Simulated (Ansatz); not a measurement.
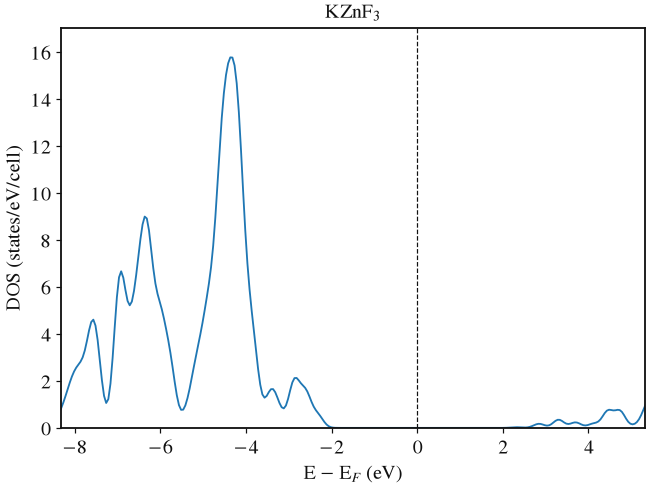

Density of states. Energies are counted from the Fermi level, put mid-gap where there is a gap. The curve is built from the levels of the k mesh with Gaussians 0.3 eV wide, which also blur the band edges.

Structure: KZnF3, space group Pm-3m, 5 atoms in the cell; a = 4.05 Å, b = 4.05 Å, c = 4.05 Å, α = 90.00°, β = 90.00°, γ = 90.00°.

Level of theory: DFT, r2SCAN, plane waves, PAW, no spin polarisation, 6×6×6 k mesh, 500 eV cutoff; code Ansatz.

Is there a gap at the Fermi level, and how wide?

There is a gap; over the k points computed it is 4.64 eV (indirect; the smallest direct gap is 6.61 eV).

Where is the tallest peak of the filled states in the window?

Within the window shown, the tallest peak of the filled states lies 2.0 eV under the valence-band top, at about 16 states per eV and cell.
